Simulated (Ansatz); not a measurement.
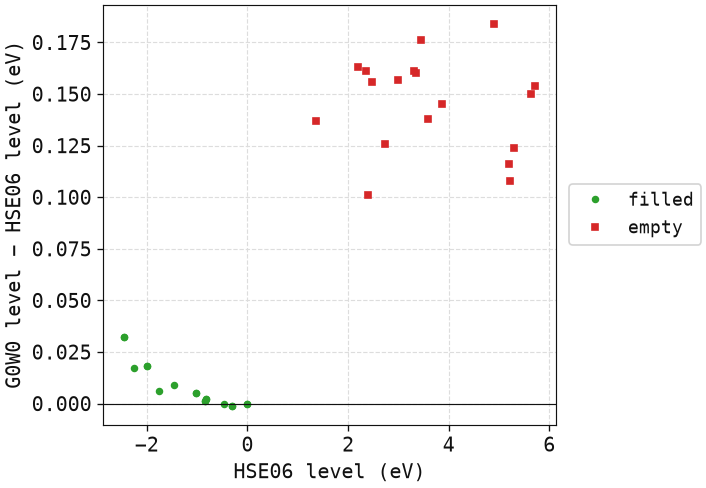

Change of each level from HSE06 to G0W0 against its HSE06 energy, both sets counted from their own valence top.

System: zincblende InP, space group F-43m (No. 216), 2 atoms in the primitive cell, relaxed with r2SCAN; cubic a = 5.908 Å. Starting point: HSE06, Ansatz PAW set, no spin polarisation, no spin-orbit coupling, 6×6×6 k mesh, 420 eV cutoff, fixed occupations (Ansatz 0.2.0). Many-body step: G0W0 with empty bands 282, screening cutoff 180 eV and frequency treatment contour deformation.

Q: What does G0W0 do to the gap?

A: Over the k points that were corrected, the smallest gap goes from 1.36 eV in HSE06 (direct at Γ) to 1.49 eV in G0W0 (direct at Γ), a change of +0.13 eV (+10 %).

Q: Is the valence band stretched or squeezed?

A: Down to 2.5 eV under the top, the filled levels keep their depth under the top to within 0.03 eV.

Q: Is the correction a rigid shift of the empty levels?

A: Counted from the valence top, the lowest empty level moves by +0.13 eV at Γ, +0.16 eV at L and +0.10 eV at X; over the 9 points that were corrected the shifts run from +0.10 to +0.18 eV: a spread of 0.08 eV on a mean of 0.15 eV, so one scissor shift describes this level only roughly. Only two empty levels a point were corrected, so a higher one could drop under them.

```
k point  HSE06 direct gap (eV)  G0W0 direct gap (eV)
      Γ                   1.36                  1.49
      L                   3.22                  3.37
      X                   4.86                  4.93
```

The filled d shell of In makes GW gaps converge slowly, so they lie under their value at the basis limit. Spin-orbit coupling is left out, which matters for In. The k mesh is thin for GW. The PAW data sets were made with another functional. Bands, cutoffs and mesh are finite, so these values aren't at the basis limit.
